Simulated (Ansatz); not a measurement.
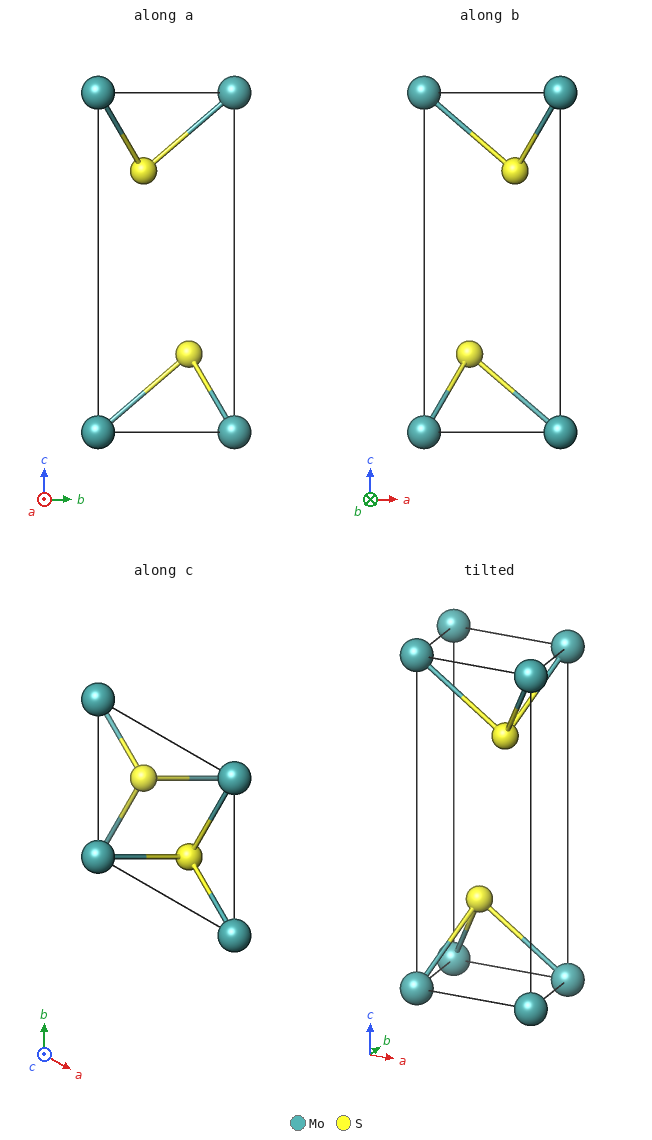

This ball-and-stick model is shown along the a axis, along the b axis, along the c axis and slightly off an axis. Atoms at the boundary of the conventional unit cell (the box) are drawn once for each face, edge or corner they touch.

Lattice parameters: a = 3.192 Å, b = 3.192 Å, c = 6.884 Å, α = 90.00°, β = 90.00°, γ = 120.00°.

Transcribe the picture into a table of Wyckoff sites, with free fractional coordinates to two decimals.

Space group P-3m1 (No. 164).
```
atom  site       x       y     z
  Mo    1a    0.00    0.00  0.00
   S    2d  0.3333  0.6667  0.23
```

The structure comes from a structure type filled with these elements by a generator (whether the compound takes this form wasn't checked). The final geometry of a relaxation with Ansatz 0.2.0, DFT, PBE, PAW with Ansatz's default frozen-core files, scalar-relativistic is shown.
